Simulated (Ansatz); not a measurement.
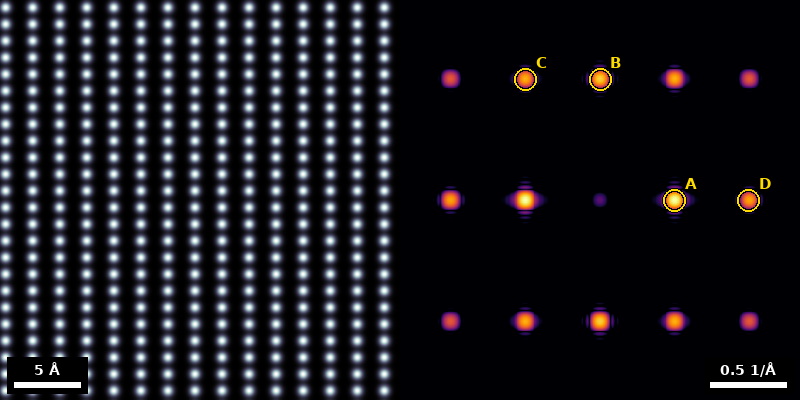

Dark-field STEM-like image of Mn (P6_3/mmc, No. 194) along [210]. Simulation: incoherent imaging, intensity Z^1.8 per atom, probe width 0.65 Å, thin sample. The probe carries 15 % of its weight in a tail 2.5 times as wide. Structure used: the input geometry of a calculation; the starting structure was generated, so it need not be a known form of this composition.

The right panel is the modulus of the image's Fourier transform on a logarithmic scale.

a = 2.499 Å, b = 2.499 Å, c = 4.057 Å, α = 90.00°, β = 90.00°, γ = 120.00°

Q: Index the marked spots and give their plane spacings (the zone axis points at the viewer; indices equivalent by symmetry, or all signs reversed, are as good).

A: (002), d = 2.03 Å; B: (1 -2 0), d = 1.25 Å; C: (1 -2 -2), d = 1.06 Å; D: (004), d = 1.01 Å. A and B enclose 90°, and every spot obeys the zone law hu + kv + lw = 0 for [210].
